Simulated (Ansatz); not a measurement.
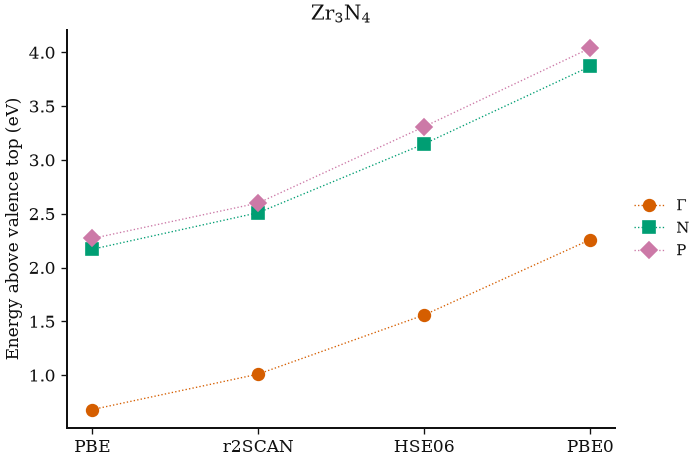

Lowest conduction level at each named k point, counted from the valence-band top at Γ, by several methods on one cell of Zr$_{3}$N$_{4}$, space group I-43d (No. 220), 14 atoms in the primitive cell, relaxed with r2SCAN; cubic a = 6.776 Å. All runs are without spin-orbit coupling and carry no moments.

Does PBE0 shift these levels rigidly from PBE?

Answer. The shifts are +1.58 eV at Γ, +1.70 eV at N and +1.77 eV at P, and at points that aren't plotted +1.83 eV (H): over the named points that both runs hold, a spread of 0.25 eV on a mean of 1.72 eV, so one shift describes them only roughly.

How do the methods rank at Γ?

Answer. From low to high: PBE 0.68, r2SCAN 1.01, HSE06 1.56, PBE0 2.26 eV.

Do the methods agree on which of these conduction levels is lowest?

Answer. Yes: all put it at Γ.

```
method  program  Γ (eV)  N (eV)  P (eV)
   PBE   Ansatz    0.68    2.17    2.27
r2SCAN   Ansatz    1.01    2.51    2.60
 HSE06   Ansatz    1.56    3.15    3.31
  PBE0   Ansatz    2.26    3.87    4.04
```

Settings. PBE: Ansatz PAW set, 6×6×6 k mesh, 420 eV cutoff, Fermi-Dirac smearing of 0.02 eV (Ansatz 0.2.0). r2SCAN: Ansatz PAW set, 6×6×6 k mesh, 500 eV cutoff, fixed occupations (Ansatz 0.2.0). HSE06: Ansatz PAW set, 4×4×4 k mesh, 420 eV cutoff, fixed occupations (Ansatz 0.2.0). PBE0: Ansatz PAW set, 4×4×4 k mesh, 420 eV cutoff, fixed occupations (Ansatz 0.2.0).

r2SCAN, HSE06 and PBE0: the PAW data sets were made with another functional. LDA, GGA and most meta-GGA functionals understate gaps. HSE06 and PBE0: the k mesh is thin for exact exchange.
